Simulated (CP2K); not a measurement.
Input

```
&GLOBAL
  PROJECT mns_scf
  RUN_TYPE ENERGY_FORCE
  PRINT_LEVEL LOW
&END GLOBAL
&FORCE_EVAL
  METHOD QS
  STRESS_TENSOR ANALYTICAL
  &DFT
    BASIS_SET_FILE_NAME BASIS_MOLOPT_UCL
    BASIS_SET_FILE_NAME BASIS_MOLOPT_UZH
    POTENTIAL_FILE_NAME GTH_POTENTIALS
    UKS T
    MULTIPLICITY 13
    &MGRID
      CUTOFF 500
      REL_CUTOFF 60
      NGRIDS 5
    &END MGRID
    &QS
      METHOD GPW
      EPS_DEFAULT 1.0E-10
    &END QS
    &KPOINTS
      SCHEME MONKHORST-PACK 8 8 4
      GAMMA_CENTERED T
      SYMMETRY T
      SYMMETRY_BACKEND SPGLIB
    &END KPOINTS
    &SCF
      SCF_GUESS ATOMIC
      EPS_SCF 1.0E-6
      MAX_SCF 150
      ADDED_MOS 20 32
      CHOLESKY OFF
      EPS_EIGVAL 1.0E-7
      &DIAGONALIZATION ON
        ALGORITHM STANDARD
      &END DIAGONALIZATION
      &MIXING ON
        METHOD PULAY_MIXING
        ALPHA 0.4
        BETA 1.5
        NBUFFER 6
      &END MIXING
      &SMEAR ON
        METHOD FERMI_DIRAC
        ELECTRONIC_TEMPERATURE [K] 580.226
      &END SMEAR
    &END SCF
    &XC
      &XC_FUNCTIONAL
        &PBE
          PARAMETRIZATION PBESOL
        &END PBE
      &END XC_FUNCTIONAL
    &END XC
    &PRINT
      &KPOINTS ON
      &END KPOINTS
      &MULLIKEN ON
      &END MULLIKEN
      &MO ON
        ENERGIES T
        OCCUPATION_NUMBERS T
        &EACH
          QS_SCF 0
        &END EACH
        ADD_LAST NUMERIC
      &END MO
      &LOWDIN ON
      &END LOWDIN
      &HIRSHFELD ON
        SHAPE_FUNCTION DENSITY
      &END HIRSHFELD
      &E_DENSITY_CUBE ON
        STRIDE 2
      &END E_DENSITY_CUBE
      &V_HARTREE_CUBE ON
        STRIDE 2
      &END V_HARTREE_CUBE
      &ELF_CUBE ON
        STRIDE 2
      &END ELF_CUBE
    &END PRINT
  &END DFT
  &SUBSYS
    &CELL
      ABC 3.9535769233 3.9535769233 6.3425288600
      ALPHA_BETA_GAMMA 90.0000000000 90.0000000000 120.0000000006
      PERIODIC XYZ
    &END CELL
    &COORD
      SCALED
      Mn  0.6666666667 0.3333333333 0.4988446700
      Mn  0.3333333333 0.6666666667 0.9988446700
      S   0.3333333333 0.6666666667 0.6261543000
      S   0.6666666667 0.3333333333 0.1261543000
    &END COORD
    &KIND Mn
      BASIS_SET TZVP-MOLOPT-SR-GTH-q15
      POTENTIAL GTH-PBE-q15
      MAGNETIZATION 5.5
    &END KIND
    &KIND S
      BASIS_SET TZVP-MOLOPT-PBE-GTH-q6
      POTENTIAL GTH-PBE-q6
      POTENTIAL_FILE_NAME POTENTIAL_UZH
    &END KIND
    &PRINT
      &ATOMIC_COORDINATES ON
      &END ATOMIC_COORDINATES
      &CELL ON
      &END CELL
    &END PRINT
  &END SUBSYS
  &PRINT
    &FORCES ON
    &END FORCES
    &STRESS_TENSOR ON
    &END STRESS_TENSOR
  &END PRINT
&END FORCE_EVAL
```

Launched as:

```sh
OMP_NUM_THREADS=1 mpirun -n 4 cp2k.psmp -i mns_scf.inp -o mns_scf.out
```

Below, planes, directions and counts refer to the conventional cell (a = 3.95 Å, b = 3.95 Å, c = 6.34 Å, α = 90.00°, β = 90.00°, γ = 120.00°).

Space group P6₃mc; a structure from a database of computed crystals, not necessarily the ambient phase; spin-polarised.

The calculation used Kohn-Sham DFT of a periodic cell, PBEsol, GTH-PBE with UZH-TZVP basis (short-range sets on d metals) (CP2K 2026.2).

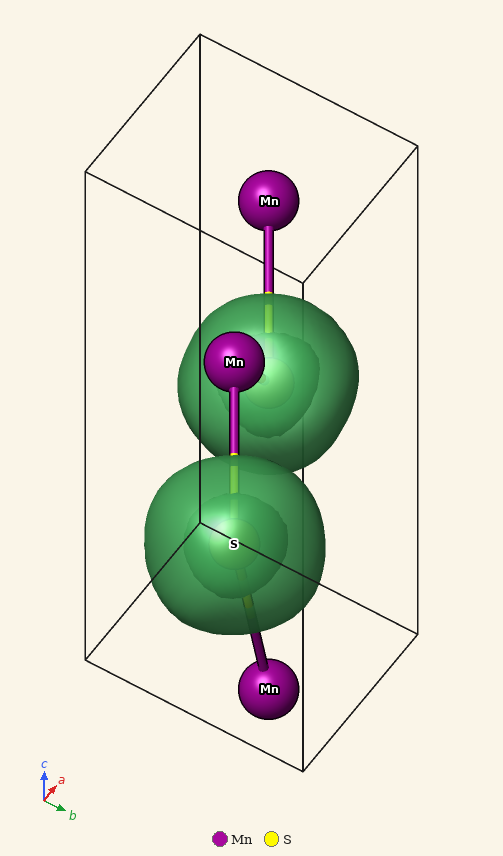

MnS. Isosurface of the electron localisation function of the up spins at 0.55 (green), seen at an oblique angle. Core shells and regions of very low density are left out. Sticks mark near contacts.

In a pseudopotential calculation such maps are meaningful between the atoms, not at the nuclei.

What do the ELF domains correspond to?

Answer. The ELF exceeds this value in two regions wrapped around S (the valence shell of each), counted in one cell of 4 atoms. Any copies at cell faces, edges or corners count once.

Values along the shortest contacts:
Mn–S (2.36 Å): the ELF peaks at about 0.75 in the valence shell of S, 0.7 Å from its nucleus, and is about 0.15 at the midpoint. Mn–S (2.42 Å): the ELF peaks at about 0.75 in the valence shell of S, 0.8 Å from its nucleus, and is about 0.15 at the midpoint.
